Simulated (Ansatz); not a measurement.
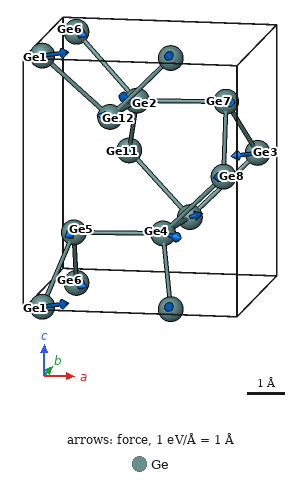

Starting geometry of crystalline Ge (set up in P4_32_12) with the computed forces as blue arrows. A ball-and-stick model of the cell of the calculation, seen slightly off an axis.

Computed with Ansatz, DFT, PBE, plane-wave PAW, default files, scalar-relativistic, frozen cores.

The input:
```yaml
crystal:
  lattice:
    - [5.93, 0.0, 0.0]
    - [0.0, 5.93, 0.0]
    - [0.0, 0.0, 6.98]
  atoms:
    - { symbol: Ge, position: [0.075, 0.075, 0.0] }
    - { symbol: Ge, position: [0.425, 0.575, 0.75] }
    - { symbol: Ge, position: [0.925, 0.925, 0.5] }
    - { symbol: Ge, position: [0.575, 0.425, 0.25] }
    - { symbol: Ge, position: [0.1667, 0.375, 0.25] }
    - { symbol: Ge, position: [0.125, 0.6667, 0.0] }
    - { symbol: Ge, position: [0.8333, 0.625, 0.75] }
    - { symbol: Ge, position: [0.875, 0.3333, 0.5] }
    - { symbol: Ge, position: [0.6667, 0.125, 0.0] }
    - { symbol: Ge, position: [0.625, 0.8333, 0.25] }
    - { symbol: Ge, position: [0.3333, 0.875, 0.5] }
    - { symbol: Ge, position: [0.375, 0.1667, 0.75] }
kpoints:
  mp_grid: { grid: [8, 8, 7] }
scf:
  occupations: { method: fermi_dirac, width: 0.02 }
hamiltonian:
  xc: pbe
  pseudopotentials: { kind: paw, frozen_core: stored }
output:
  forces: true
  stress: true
  populations: true
  efg: { quadrupole_moments_barn: { Ge: -0.196 } }
relax:
  f_tol: 0.02
  max_steps: 60
```

Launched with:
```bash
ansatz run input.yaml --threads 4 --pin off --max-ram 8192MiB --backend cpu --events-out ev --progress --plain --runs-dir out
```

Question: What follows when this structure is relaxed?

Answer: It isn't relaxed: the largest force vector, on Ge atoms, is 0.90 eV/Å. The final displacements follow the starting forces only in part (cosine between the two patterns 0.62). Over 2 geometry steps the energy falls by 0.224 eV per cell of the calculation. Largest force component: 0.64 eV/Å at the start, 0.0081 eV/Å at the end. The largest moves, 0.12 Å, are those of Ge1, Ge2, Ge3 and Ge4. Ge3 goes along [−1 −1 0]. The lattice vectors keep their values. Near-neighbour distances that change, for instance: Ge1–Ge6 2.439 → 2.489 Å, Ge1–Ge12 2.551 → 2.502 Å, Ge10–Ge11 2.469 → 2.518 Å. Among the angles between lasting bonds that change: Ge5–Ge1–Ge12 99.8° → 105.4°, Ge5–Ge1–Ge6 131.8° → 128.3°, Ge1–Ge12–Ge2 107.2° → 103.9°. The space group stays P4_32_12 (No. 96). Cost: 110 s on 4 threads of Intel(R) Xeon(R) Platinum 8259CL CPU @ 2.50GHz (Skylake/Cascade Lake), with other jobs on the host, peak memory 1.8 GiB.
